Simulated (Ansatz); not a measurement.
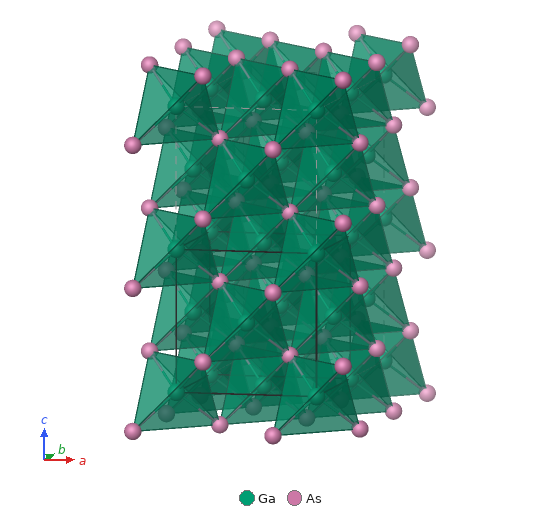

Polyhedra are drawn about Ga (bonds: As–Ga below 2.8 Å); other atoms are plain spheres.

GaAs (space group F-43m, No. 216). Coordinates: the geometry relaxed with DFT, HSE06, plane waves, PAW in Ansatz; the starting structure was generated, so it need not be a known form of this composition.

Sharing among the drawn polyhedra:

```csv
site,polyhedron,corner-sharing neighbours,edge-sharing,face-sharing,bond (Å)
Ga,GaAs4 tetrahedron,12,0,0,2.46
```

They form a three-dimensional framework of corner-sharing tetrahedra.
